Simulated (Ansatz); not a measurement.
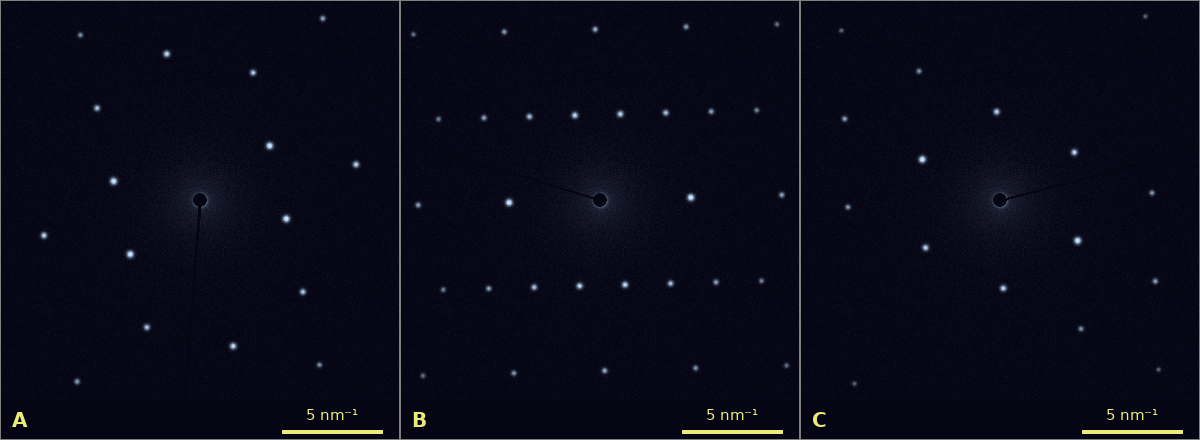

Computed electron diffraction patterns, 300 kV, single scattering only, B = 0.5 Å².

All three come from Mo, space group Fddd (No. 70), a = 2.61 Å, b = 5.34 Å, c = 8.80 Å. Structure: the end point of a relaxation with DFT, LDA (PW92), plane waves (420 eV) with PAW, scalar-relativistic (Ansatz 0.2.0); the starting structure was generated, so it need not be a known form of this composition.

> Assign the zone axes [011], [101], [110] to A, B and C.

A is [101]: centred rectangular net of 0 2 0 (itself extinct) at d = 2.67 Å and 1 1 -1 at d = 2.26 Å, at 64.9°. B is [110]: centred rectangular net of 0 0 2 (itself extinct) at d = 4.40 Å and 1 -1 1 at d = 2.26 Å, at 75.1°. C is [011]: centred rectangular net of 0 2 -2 at d = 2.28 Å and 1 1 -1 at d = 2.26 Å, at 60.3°.
